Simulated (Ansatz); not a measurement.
System: Ga15Sb16 (cell with a defect).

```xyz
31
Lattice="-6.2138 6.2138 -6.2138 6.2138 6.2138 6.2138 6.2138 -6.2138 -6.2138" Properties=species:S:1:pos:R:3 pbc="T T T"
Ga    6.1539    0.0595   -0.0599
Ga    0.0599    3.0470   -3.1664
Ga    3.1069    6.2138   -3.1069
Ga    3.1664    3.0470   -0.0599
Ga    0.0599    0.0595   -6.1539
Ga    6.2737    3.1668    3.1664
Ga   -3.1069    6.2138   -3.1069
Ga    6.1539   -0.0595   -6.1539
Ga   -3.1664    3.1668   -6.2737
Ga    6.1539   -3.0470   -3.1664
Ga    3.1069    6.2138    3.1069
Ga    0.0599   -0.0595   -0.0599
Ga    3.0474    3.0470   -6.1539
Ga    6.1539    3.0470   -3.0474
Ga    3.1664   -3.0470   -6.1539
Sb    4.4720   -1.3651   -4.4720
Sb    1.5335    4.6485   -7.7554
Sb    1.7418    1.3651   -4.4720
Sb    4.6723    4.6404   -4.6723
Sb    4.4720    1.3651   -1.7418
Sb    7.7554    4.6485   -1.5335
Sb    7.7554    1.5735    1.5415
Sb   -1.5415    4.6485   -4.6804
Sb    1.5415    4.6404   -1.5415
Sb   -1.5415    1.5735   -7.7554
Sb    1.5415    1.5654    1.5335
Sb    4.6804    4.6485    1.5415
Sb    1.7418   -1.3651   -1.7418
Sb    4.6723    1.5654   -7.7473
Sb    7.7473    1.5654   -4.6723
Sb   -1.5335    1.5654   -1.5415
```

Computed without spin polarisation.

Level of theory: DFT PBE, scalar-relativistic, plane waves, PAW (Ansatz 0.2.0).

What will maps of the valence pseudo-density and electron localisation function show?

Answer. Ga–Sb (2.72 Å): ρ at the midpoint is about 0.39 e/Å³; the ELF peaks at about 0.70 between the atoms.

Does the calculation make it a metal, or give it a gap?

Answer. It is metallic or semimetallic at this level of theory: no gap opens.

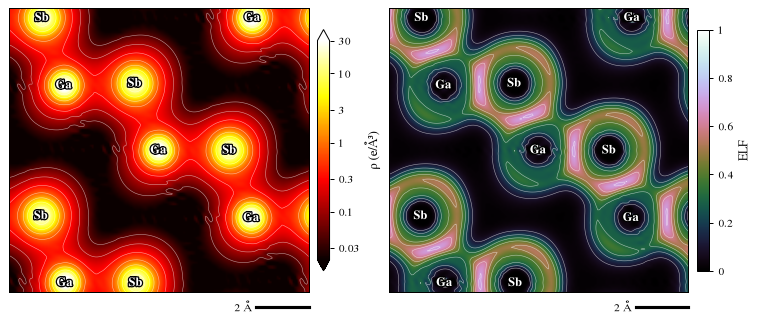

Computed valence pseudo-density and electron localisation function on the (010) plane of the calculation cell, in this order. 

In a PAW calculation such maps are meaningful between the atoms, not at the nuclei.
